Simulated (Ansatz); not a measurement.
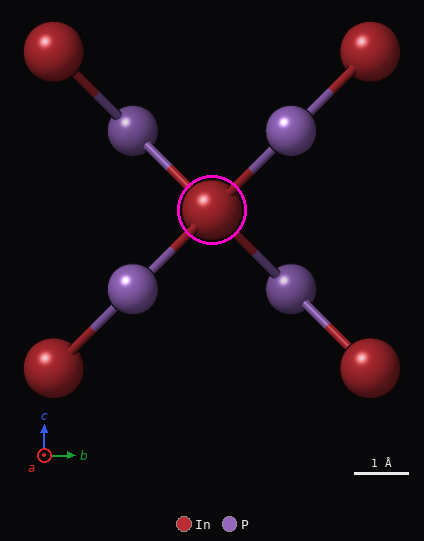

Perfect InP. The picture is a ball-and-stick view of the atoms within 4.6 Å of one point, in a slice 3.4 Å thick across the line of sight, seen along the a axis.

Computed with DFT PBE, scalar-relativistic, plane waves, PAW (Ansatz). (plane-wave cutoff 420 eV; k-point mesh 1 × 1 × 1; occupations gaussian; smearing width 0.02 eV; no spin polarisation) The cell is small and the k-mesh coarse, so the numbers are rough. The axes drawn are those of the host's conventional cell.

An indium atom is replaced by gallium at the ringed place, in charge state 0. The supercell has 54 sites, and the atoms are relaxed at the host's cell.

Q: How do the neighbours respond?

A: In the host the In atom has 4 P at 2.58 Å; the Ga atom ends with 4 P at 2.44 Å. Of the host's atoms, a phosphorus atom moves furthest from its site, by 0.14 Å. Relaxing the atoms from the host's sites lowers the energy by 0.29 eV. At a tolerance of 0.02 Å the relaxed supercell has space group F-43m.

The relaxed defect, seen from the same direction:

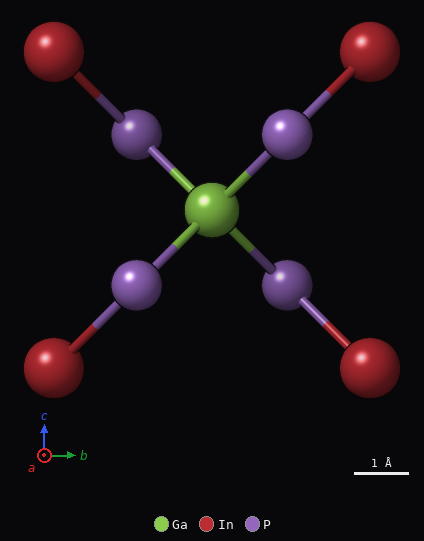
